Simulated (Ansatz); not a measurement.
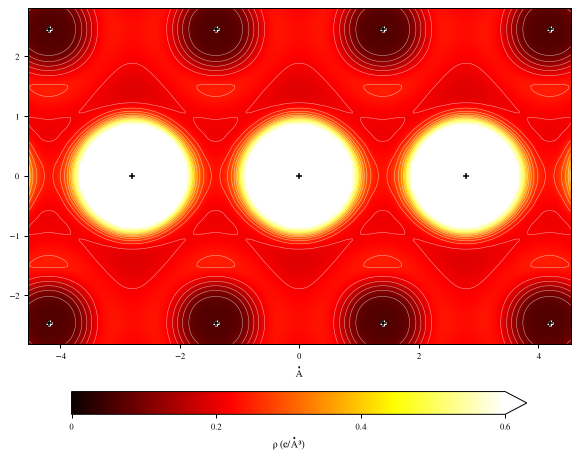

The valence pseudo-density on a plane through atoms (crosses mark nuclei in the plane).

Theory: DFT PBEsol, scalar-relativistic, plane waves, PAW (Ansatz).

Candidates:
A. TiAl, a = 2.80 Å, b = 2.80 Å, c = 4.04 Å, α = 90.00°, β = 90.00°, γ = 90.00°. Space group P4/mmm; computed without spin polarisation.
B. AgCl, a = 5.45 Å, b = 5.45 Å, c = 5.45 Å, α = 90.00°, β = 90.00°, γ = 90.00°. Space group Fm-3m.
C. V2O5, a = 3.54 Å, b = 11.51 Å, c = 4.37 Å, α = 90.00°, β = 90.00°, γ = 90.00°. Space group Pmmn; computed without spin polarisation.

Q: Which system is this?

A: Candidate A: TiAl on the (101) plane of the conventional cell, which holds Ti and Al. Ti–Ti (2.80 Å): ρ is about 0.24 e/Å³ halfway. Al–Al (2.80 Å): the density is about 0.23 e/Å³ at the midpoint.
